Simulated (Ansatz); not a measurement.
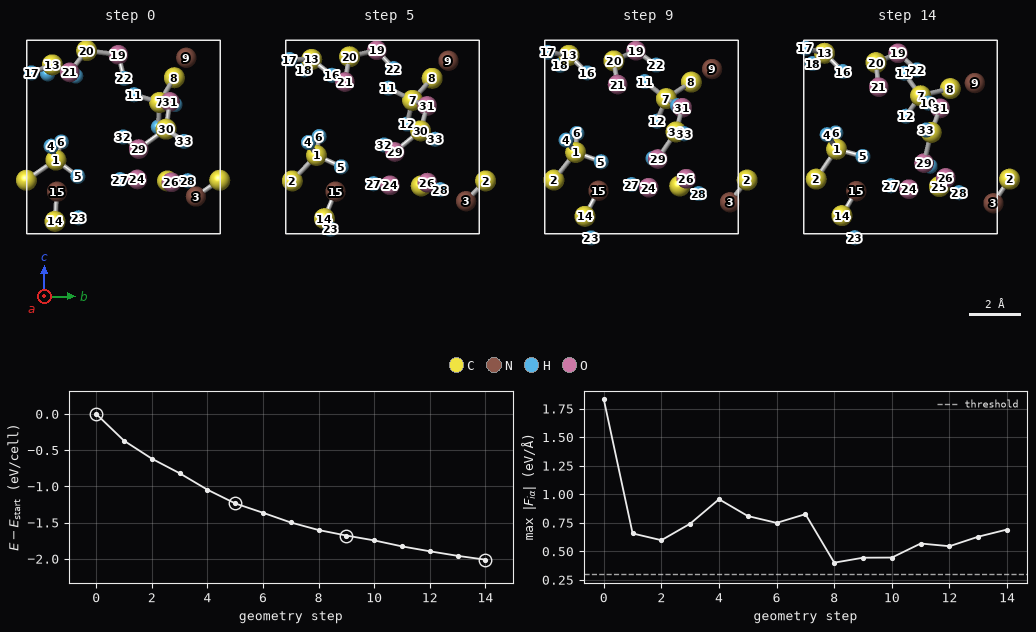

Frames of a relaxation of an amorphous cell of composition H₅C₃NO₂, marked on the history of the run. Style: ball-and-stick. Shown: the cell of the calculation (origin shifted), along the a axis.

The cell holds 3 CH3CN + 3 HCOOH. The run prepares the start of a later molecular dynamics calculation, from a guessed geometry.

These are results of Ansatz, DFT PBE-D3(BJ), scalar-relativistic, plane waves, PAW, not measurements. Settings: plane-wave cutoff 420 eV; k-point mesh 1 × 1 × 1; occupations fermi dirac; smearing width 0.05 eV; no spin polarisation; atoms relaxed in a fixed cell; force threshold 0.3 eV/Å; at most 15 steps.

**What happens along the run?**

The relaxation stopped without meeting its thresholds, so the last structure isn't shown to be converged. It used up its limit of 15 steps. H32 moves most: 1.75 Å along [−1 2 −2]. By element the largest moves are H 1.75 Å, O 1.41 Å, N 1.12 Å, C 0.69 Å. The lattice vectors keep their values. Near-neighbour distances that change, for instance: O24–H27 0.980 → 1.013 Å, O24–C25 1.350 → 1.327 Å, O19–H22 0.980 → 0.999 Å, C13–C14 1.461 → 1.445 Å. Among the angles between lasting bonds that change: C30–O29–H32 106.0° → 112.5°, C25–O24–H27 106.0° → 110.4°, O31–C30–H33 125.5° → 122.4°. Over 14 geometry steps the energy falls by 2.011 eV per cell of the calculation. The largest force component goes from 1.8 to 0.69 eV/Å. From step 0 to 5: N15 moves most (0.85 Å), energy −1.234 eV per cell of the calculation. From step 5 to 9: H32 moves most (0.71 Å), energy −0.443 eV per cell of the calculation. From step 9 to 14: H32 moves most (0.81 Å), energy −0.333 eV per cell of the calculation.

```tsv
step	E − E(0), meV/atom	largest force component, eV/Å
0	0.00	1.8311
1	-11.17	0.6573
2	-18.68	0.5981
3	-24.77	0.7432
4	-31.66	0.9571
5	-37.40	0.8097
6	-41.31	0.7499
7	-45.37	0.8264
8	-48.53	0.4013
9	-50.84	0.4448
10	-52.87	0.4460
11	-55.37	0.5691
12	-57.42	0.5455
13	-59.32	0.6290
14	-60.93	0.6917
```

Limits of the set-up: the program's low-accuracy preset was used; the periodic images lie only 7.7 Å apart, so the values are limited by the cell's size.
